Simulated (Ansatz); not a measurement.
The Ansatz input:

```
crystal:
  lattice:
    - [0.0, 3.1177747861, 2.9872327164]
    - [3.1177747861, 0.0, 2.9872327164]
    - [3.1177747861, 3.1177747861, 0.0]
  atoms:
    - { symbol: Pb, position: [0.0, 0.0, 0.0] }
    - { symbol: S, position: [0.5, 0.5, 0.5] }
kpoints:
  mp_grid: { grid: [6, 6, 6] }
  band_path:
    path:
      - [0.0, 0.0, 0.0]
      - [0.5, 0.0, 0.5]
      - [0.625, 0.25, 0.625]
      - [0.375, 0.375, 0.75]
      - [0.5, 0.5, 0.5]
      - [0.5, 0.25, 0.75]
      - [0.0, 0.0, 0.5]
    npoints: 1
hamiltonian:
  xc: hse06
scf:
  occupations: { method: fixed }
  n_extra_bands: 4
output:
  forces: true
  stress: true
  eigenvalues: true
  write_density: true
  write_potential: true
  elf: true
  volumetric_format: npy
```

Command:
```bash
ansatz run input.yaml --threads 4 --pin off --max-ram 3686MiB --backend cpu --events-out ev --progress --plain --runs-dir out
```

What does the calculation give for the electronic structure?

There is a gap; over the k points computed it is 1.14 eV (direct among those points). The upper group of valence states starts about 4.9 eV under the valence-band top (which lies at −0.6 eV on this axis), with a gap beneath it; it holds about 6 electrons a cell.

Spin-orbit coupling is left out, which matters for Pb.

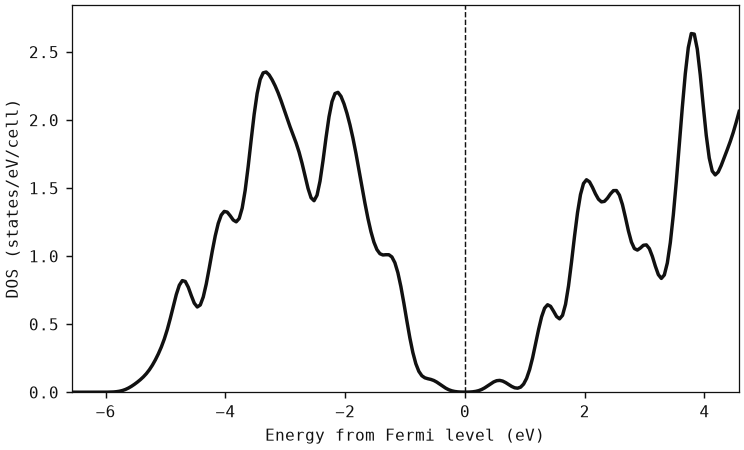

Density of states. Energies are counted from the Fermi level, put mid-gap where there is a gap. The curve is built from the levels of the k mesh with Gaussians 0.4 eV wide, which also blur the band edges.
